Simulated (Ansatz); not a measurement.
**Run report: Al6N7, geometry relaxation (part 3 of 3)**

Continued. System: Al6N7 (slab, 13 atoms in the cell). Method: DFT r2SCAN, scalar-relativistic, plane waves, PAW, spin-polarised (Ansatz 0.2.0); cutoff 500 eV, 9×6×1 k-mesh, Gaussian smearing of 0.05 eV, collinear spins. The structure derives from an entry of the Crystallography Open Database. The input holds or restrains some coordinates. Forces given for the steps count only the free coordinates. It belongs to a series of runs on one base structure; here: N put at a hollow Al-N-Al site.

Geometry of the input (Å; fractional positions):
```
3.1067  0.0000  0.0000
0.0000  4.9784  0.0000
0.0000  0.0000  25.2777
Al 0.0000  0.9983  0.3363
N  0.0000  0.6167  0.3363
Al 0.5000  0.4983  0.3717
N  0.5000  0.1167  0.3717
Al 0.5000  0.9983  0.4427
N  0.5000  0.6167  0.4427
Al 0.0000  0.4964  0.4761
N  0.0000  0.1167  0.4769
Al 0.0000  1.0038  0.5515
N  0.0000  0.6223  0.5490
Al 0.5000  0.4731  0.5739
N  0.5000  0.1217  0.5815
N  0.8333  0.3664  0.6345
```

Trajectory as extended XYZ (Å, eV, eV/Å), 13 frames, from step=1 to step=13:
```
13
Lattice="3.1067 0.0000 0.0000 0.0000 4.9784 0.0000 0.0000 0.0000 25.2777" Properties=species:S:1:pos:R:3:forces:R:3 step=1 energy=-5945.43502
Al    0.0000    4.9700    8.5000   -0.0001  -2.0068   2.1041
N     0.0000    3.0701    8.5000   -0.0004   0.9391   0.5246
Al    1.5533    2.4808    9.3968   -0.0003   1.0884  -1.9075
N     1.5533    0.5809    9.3968   -0.0017   0.3271  -1.4345
Al    1.5533    4.9700   11.1905   -0.0004  -0.4185   0.2860
N     1.5533    3.0701   11.1905    0.0042  -0.0216   0.3195
Al    0.0000    2.4710   12.0342    0.0014   0.2086   0.1175
N     0.0000    0.5807   12.0551   -0.0157   0.0703   0.1632
Al    0.0000    4.9971   13.9418   -0.0501  -0.6860  -0.3626
N     0.0000    3.0981   13.8787    0.1666   0.2776  -1.2514
Al    1.5533    2.3552   14.5066   -0.5638   1.1984   0.5743
N     1.5533    0.6059   14.6995   -0.7977  -1.8503  -1.6490
N     2.5889    1.8240   16.0395    1.2588   0.8728   2.5158
13
Lattice="3.1067 0.0000 0.0000 0.0000 4.9784 0.0000 0.0000 0.0000 25.2777" Properties=species:S:1:pos:R:3:forces:R:3 step=2 energy=-5945.98708
Al    0.0000    4.9700    8.5000    0.0000  -2.0024   2.1150
N     0.0000    3.0701    8.5000   -0.0005   0.9382   0.5220
Al    1.5533    2.4808    9.3968    0.0000   1.0899  -1.9128
N     1.5533    0.5809    9.3968   -0.0028   0.3306  -1.4565
Al    1.5533    4.9700   11.1905   -0.0130  -0.4219   0.1236
N     1.5533    3.0701   11.1905    0.0105   0.0331   0.3098
Al    0.0003    2.4729   12.0327    0.0054   0.0214   0.3472
N    -0.0007    0.5851   12.0445   -0.0168  -0.1296   0.1472
Al   -0.0090    4.9644   13.9043   -0.0041  -0.2055  -0.1097
N     0.0062    3.0738   13.8733    0.0561   0.2326  -0.5311
Al    1.5579    2.3739   14.6035   -0.3436   0.2192   0.1147
N     1.5434    0.5847   14.6443   -0.3494  -0.6785  -0.8504
N     2.6056    1.9123   16.2123    0.6585   0.5722   1.1804
13
Lattice="3.1067 0.0000 0.0000 0.0000 4.9784 0.0000 0.0000 0.0000 25.2777" Properties=species:S:1:pos:R:3:forces:R:3 step=3 energy=-5946.22445
Al    0.0000    4.9700    8.5000   -0.0001  -2.0075   2.1137
N     0.0000    3.0701    8.5000   -0.0007   0.9423   0.5102
Al    1.5533    2.4808    9.3968   -0.0003   1.1007  -1.8746
N     1.5533    0.5809    9.3968   -0.0035   0.3305  -1.4413
Al    1.5533    4.9700   11.1905   -0.0354  -0.5177  -0.0034
N     1.5533    3.0701   11.1905    0.0064  -0.0532   0.4050
Al    0.0003    2.4682   12.0458    0.0017   0.0426   0.1754
N    -0.0019    0.5776   12.0424   -0.0063  -0.0269   0.0891
Al   -0.0187    4.9486   13.8781    0.0010  -0.1665  -0.0553
N     0.0047    3.0698   13.8687    0.0173   0.0291  -0.1516
Al    1.5553    2.3862   14.6523   -0.1485  -0.1705   0.2478
N     1.5321    0.5796   14.5868   -0.0886   0.0146  -0.2854
N     2.6544    2.0602   16.3292    0.2572   0.4817   0.2719
13
Lattice="3.1067 0.0000 0.0000 0.0000 4.9784 0.0000 0.0000 0.0000 25.2777" Properties=species:S:1:pos:R:3:forces:R:3 step=4 energy=-5946.33517
Al    0.0000    4.9700    8.5000   -0.0002  -2.0132   2.1091
N     0.0000    3.0701    8.5000   -0.0009   0.9456   0.5014
Al    1.5533    2.4808    9.3968   -0.0012   1.1090  -1.8351
N     1.5533    0.5809    9.3968   -0.0033   0.3310  -1.4195
Al    1.5533    4.9700   11.1905   -0.0481  -0.5504  -0.0242
N     1.5533    3.0701   11.1905   -0.0055  -0.1024   0.4998
Al   -0.0003    2.4679   12.0599   -0.0048   0.0244   0.0353
N    -0.0025    0.5737   12.0473    0.0052   0.0139   0.0261
Al   -0.0231    4.9330   13.8695   -0.0073  -0.1665  -0.0921
N    -0.0027    3.0606   13.8751    0.0247   0.0144  -0.1072
Al    1.5460    2.3889   14.6929   -0.0548  -0.1169   0.4665
N     1.5272    0.5814   14.5568    0.0054   0.1668   0.0241
N     2.7161    2.2381   16.3795    0.0909   0.3417  -0.1847
13
Lattice="3.1067 0.0000 0.0000 0.0000 4.9784 0.0000 0.0000 0.0000 25.2777" Properties=species:S:1:pos:R:3:forces:R:3 step=5 energy=-5946.42285
Al    0.0000    4.9700    8.5000   -0.0003  -2.0159   2.1044
N     0.0000    3.0701    8.5000   -0.0008   0.9471   0.4960
Al    1.5533    2.4808    9.3968   -0.0015   1.1121  -1.8064
N     1.5533    0.5809    9.3968   -0.0028   0.3299  -1.4068
Al    1.5533    4.9700   11.1905   -0.0470  -0.5364  -0.0094
N     1.5533    3.0701   11.1905   -0.0089  -0.0759   0.5257
Al   -0.0004    2.4733   12.0683   -0.0084   0.0256   0.0031
N    -0.0025    0.5773   12.0498    0.0079   0.0350   0.0402
Al   -0.0223    4.9438   13.8701   -0.0061  -0.1547  -0.1399
N    -0.0050    3.0748   13.8777    0.0122   0.0111  -0.1734
Al    1.5419    2.4207   14.7351   -0.0863  -0.0687   0.6408
N     1.5282    0.6081   14.5531    0.0383   0.1759   0.1111
N     2.8313    2.3997   16.3550    0.1029   0.2102  -0.3845
13
Lattice="3.1067 0.0000 0.0000 0.0000 4.9784 0.0000 0.0000 0.0000 25.2777" Properties=species:S:1:pos:R:3:forces:R:3 step=6 energy=-5946.53720
Al    0.0000    4.9700    8.5000   -0.0003  -2.0202   2.1000
N     0.0000    3.0701    8.5000   -0.0011   0.9496   0.4883
Al    1.5533    2.4808    9.3968   -0.0026   1.1192  -1.7738
N     1.5533    0.5809    9.3968   -0.0030   0.3319  -1.3997
Al    1.5533    4.9700   11.1905   -0.0527  -0.5322   0.0168
N     1.5533    3.0701   11.1905   -0.0352  -0.0556   0.5297
Al   -0.0017    2.4772   12.0759   -0.0105   0.0264   0.0381
N    -0.0027    0.5804   12.0535    0.0088   0.0161   0.0226
Al   -0.0265    4.9448   13.8685   -0.0081  -0.1107  -0.1457
N    -0.0185    3.0779   13.8818   -0.0230   0.0260  -0.2428
Al    1.5239    2.4457   14.8032   -0.0730   0.0764   0.7357
N     1.5242    0.6268   14.5570    0.0478   0.0972   0.1199
N     2.9587    2.5377   16.3021    0.1529   0.0786  -0.4945
13
Lattice="3.1067 0.0000 0.0000 0.0000 4.9784 0.0000 0.0000 0.0000 25.2777" Properties=species:S:1:pos:R:3:forces:R:3 step=7 energy=-5946.63607
Al    0.0000    4.9700    8.5000   -0.0001  -2.0197   2.0953
N     0.0000    3.0701    8.5000   -0.0005   0.9509   0.4810
Al    1.5533    2.4808    9.3968   -0.0020   1.1191  -1.7384
N     1.5533    0.5809    9.3968   -0.0006   0.3296  -1.3894
Al    1.5533    4.9700   11.1905   -0.0135  -0.5029  -0.0197
N     1.5533    3.0701   11.1905   -0.0375   0.0287   0.5379
Al   -0.0022    2.4868   12.0862    0.0136   0.0794  -0.0804
N    -0.0006    0.5927   12.0503   -0.0017   0.0064   0.0334
Al   -0.0088    4.9792   13.8572    0.0033  -0.1053  -0.0365
N    -0.0149    3.1132   13.8715    0.0211   0.0019  -0.0413
Al    1.5358    2.5149   14.8867    0.0216  -0.0389   0.3443
N     1.5447    0.6773   14.5641   -0.0203   0.1776   0.1206
N     3.0850    2.6778   16.2356    0.0167  -0.0258  -0.3064
13
Lattice="3.1067 0.0000 0.0000 0.0000 4.9784 0.0000 0.0000 0.0000 25.2777" Properties=species:S:1:pos:R:3:forces:R:3 step=8 energy=-5946.65917
Al    0.0000    4.9700    8.5000    0.0000  -2.0254   2.0901
N     0.0000    3.0701    8.5000   -0.0001   0.9513   0.4780
Al    1.5533    2.4808    9.3968   -0.0001   1.1276  -1.7331
N     1.5533    0.5809    9.3968    0.0000   0.3322  -1.3720
Al    1.5533    4.9700   11.1905    0.0000  -0.4444   0.0834
N     1.5533    3.0701   11.1905    0.0001   0.0923   0.4377
Al    0.0001    2.4970   12.0844   -0.0045  -0.0045   0.1166
N     0.0001    0.5972   12.0585   -0.0026   0.0053  -0.0272
Al   -0.0017    4.9840   13.8653   -0.0036  -0.0911  -0.0490
N    -0.0021    3.1199   13.8731    0.0066  -0.0056  -0.1850
Al    1.5517    2.5261   14.9283   -0.0055   0.2149   0.3499
N     1.5513    0.6948   14.5870    0.0064  -0.0936  -0.0856
N     3.1045    2.7045   16.1968    0.0032  -0.0600  -0.1032
13
Lattice="3.1067 0.0000 0.0000 0.0000 4.9784 0.0000 0.0000 0.0000 25.2777" Properties=species:S:1:pos:R:3:forces:R:3 step=9 energy=-5946.62712 accepted=F
Al    0.0000    4.9700    8.5000    0.0001  -2.0141   2.0967
N     0.0000    3.0701    8.5000    0.0004   0.9589   0.4608
Al    1.5533    2.4808    9.3968    0.0018   1.1127  -1.6666
N     1.5533    0.5809    9.3968    0.0006   0.3294  -1.3935
Al    1.5533    4.9700   11.1905    0.0110  -0.3656   0.1354
N     1.5533    3.0701   11.1905    0.0383   0.1479   0.4455
Al    0.0023    2.5090   12.0962   -0.0218  -0.2098   0.0647
N     0.0004    0.6022   12.0630    0.0069  -0.0094  -0.1651
Al    0.0094    4.9784   13.8553   -0.0125   0.3271   0.0546
N     0.0135    3.1243   13.8768   -0.0286   0.1150   0.0307
Al    1.5718    2.5630   15.0594    0.1424  -0.1899  -0.7362
N     1.5622    0.7268   14.5869    0.0227  -0.1804   0.0280
N     3.1370    2.7496   16.1528   -0.1588  -0.0197   0.6450
13
Lattice="3.1067 0.0000 0.0000 0.0000 4.9784 0.0000 0.0000 0.0000 25.2777" Properties=species:S:1:pos:R:3:forces:R:3 step=10 energy=-5946.66893
Al    0.0000    4.9700    8.5000    0.0000  -2.0151   2.0993
N     0.0000    3.0701    8.5000    0.0000   0.9582   0.4685
Al    1.5533    2.4808    9.3968    0.0000   1.1116  -1.6781
N     1.5533    0.5809    9.3968    0.0001   0.3261  -1.4031
Al    1.5533    4.9700   11.1905    0.0008  -0.5104  -0.1449
N     1.5533    3.0701   11.1905   -0.0012   0.0553   0.6463
Al   -0.0002    2.4939   12.1047    0.0039   0.0537  -0.2497
N     0.0000    0.5979   12.0426    0.0005   0.0075   0.1102
Al    0.0010    4.9725   13.8331    0.0011   0.0688   0.1089
N     0.0011    3.1160   13.8818   -0.0022   0.0401   0.1536
Al    1.5544    2.5366   14.9940    0.0026  -0.1710  -0.0566
N     1.5545    0.6984   14.5524   -0.0032   0.0258   0.0756
N     3.1080    2.6521   16.2114   -0.0025   0.0491  -0.1299
13
Lattice="3.1067 0.0000 0.0000 0.0000 4.9784 0.0000 0.0000 0.0000 25.2777" Properties=species:S:1:pos:R:3:forces:R:3 step=11 energy=-5946.67430
Al    0.0000    4.9700    8.5000    0.0000  -2.0258   2.0902
N     0.0000    3.0701    8.5000    0.0000   0.9531   0.4759
Al    1.5533    2.4808    9.3968    0.0001   1.1272  -1.7241
N     1.5533    0.5809    9.3968    0.0001   0.3321  -1.3710
Al    1.5533    4.9700   11.1905    0.0019  -0.4368   0.0504
N     1.5533    3.0701   11.1905    0.0034   0.1062   0.4625
Al    0.0002    2.4993   12.0886   -0.0027  -0.0363   0.1249
N     0.0001    0.5991   12.0574   -0.0018  -0.0152  -0.0483
Al    0.0003    4.9769   13.8558   -0.0012  -0.0462  -0.0533
N     0.0007    3.1173   13.8772   -0.0026  -0.0291  -0.0119
Al    1.5535    2.5284   14.9828   -0.0080   0.0413  -0.0005
N     1.5535    0.6913   14.5787    0.0018   0.0242  -0.0026
N     3.1056    2.6715   16.1915    0.0096   0.0056   0.0027
13
Lattice="3.1067 0.0000 0.0000 0.0000 4.9784 0.0000 0.0000 0.0000 25.2777" Properties=species:S:1:pos:R:3:forces:R:3 step=12 energy=-5946.67495
Al    0.0000    4.9700    8.5000    0.0000  -2.0222   2.0916
N     0.0000    3.0701    8.5000    0.0000   0.9546   0.4726
Al    1.5533    2.4808    9.3968   -0.0001   1.1231  -1.7059
N     1.5533    0.5809    9.3968   -0.0001   0.3303  -1.3768
Al    1.5533    4.9700   11.1905   -0.0017  -0.4704  -0.0050
N     1.5533    3.0701   11.1905   -0.0032   0.0744   0.5295
Al   -0.0002    2.4965   12.0945    0.0028   0.0052  -0.0219
N    -0.0001    0.5973   12.0537    0.0024   0.0063   0.0158
Al    0.0001    4.9748   13.8511    0.0014   0.0170  -0.0050
N    -0.0006    3.1161   13.8785    0.0037   0.0145  -0.0068
Al    1.5539    2.5340   14.9837    0.0236  -0.0239   0.0070
N     1.5535    0.6955   14.5740   -0.0020  -0.0075   0.0020
N     3.1106    2.6797   16.1927   -0.0275  -0.0026   0.0037
13
Lattice="3.1067 0.0000 0.0000 0.0000 4.9784 0.0000 0.0000 0.0000 25.2777" Properties=species:S:1:pos:R:3:forces:R:3 step=13 energy=-5946.67495
Al    0.0000    4.9700    8.5000    0.0000  -2.0223   2.0916
N     0.0000    3.0701    8.5000    0.0000   0.9546   0.4727
Al    1.5533    2.4808    9.3968   -0.0001   1.1232  -1.7059
N     1.5533    0.5809    9.3968   -0.0001   0.3303  -1.3768
Al    1.5533    4.9700   11.1905   -0.0017  -0.4704  -0.0048
N     1.5533    3.0701   11.1905   -0.0032   0.0745   0.5292
Al   -0.0002    2.4965   12.0945    0.0028   0.0052  -0.0215
N    -0.0001    0.5973   12.0537    0.0024   0.0062   0.0154
Al    0.0001    4.9748   13.8511    0.0014   0.0169  -0.0050
N    -0.0006    3.1161   13.8785    0.0036   0.0144  -0.0068
Al    1.5539    2.5340   14.9837    0.0237  -0.0238   0.0067
N     1.5535    0.6955   14.5740   -0.0019  -0.0071   0.0013
N     3.1106    2.6797   16.1927   -0.0270  -0.0021   0.0039
```

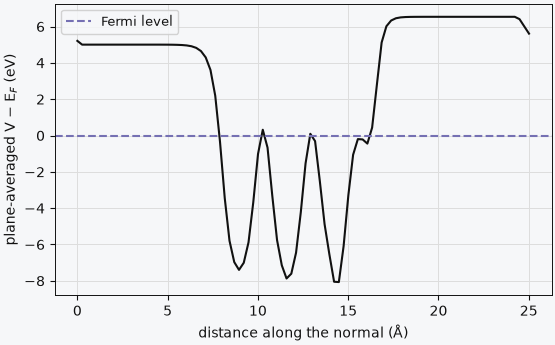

Figure 1. Plane average of the electrostatic potential energy of an electron across the cell, from the Fermi level. The vacuum level lies 6.54 eV above the Fermi level on the upper side and 5.00 eV on the lower.

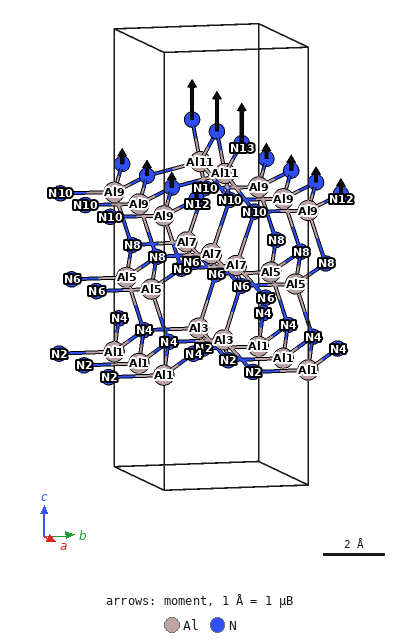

Figure 2. Magnetic moments of the sites as black arrows (ball-and-stick view of the 2 × 1 repeat of the cell, with the vacuum cut short, seen slightly off an axis; bonded neighbours outside the cell are drawn too; atoms are numbered from 1 in the order of the input); small moments hardly show. The run is collinear, so the axis drawn is arbitrary. Site moments: N13 (1.37 μB); N12 (0.55 μB); N10 (0.23 μB); N8 (0.06 μB). They are counted near the atoms and needn't add up to the moment of the cell.

Summary:

```json
{"quantity": "outcome", "value": "converged under the restraints of the input"}
{"quantity": "electrons treated", "value": "53"}
{"quantity": "free energy", "value": "−5946.6749 eV"}
{"quantity": "work function, top face", "value": "6.54 eV"}
{"quantity": "work function, bottom face", "value": "5.00 eV"}
{"quantity": "Fermi energy", "value": "−1.235 eV"}
{"quantity": "gap on the k-point mesh", "value": "none (metallic)"}
{"quantity": "net moment of the cell", "value": "3.00 μB"}
{"quantity": "integrated absolute moment", "value": "3.15 μB"}
{"quantity": "final volume", "value": "390.95 Å³"}
{"quantity": "work function (upper face)", "value": "6.54 eV"}
{"quantity": "largest force (length of the vector) at the end, held atoms and coordinates included", "value": "2.909 eV/Å"}
{"quantity": "wall time", "value": "9.3 min (CPU time 18 min)"}
{"quantity": "peak memory", "value": "2.1 GiB"}
```

Remarks:

The electronic state found may not be the lowest one.
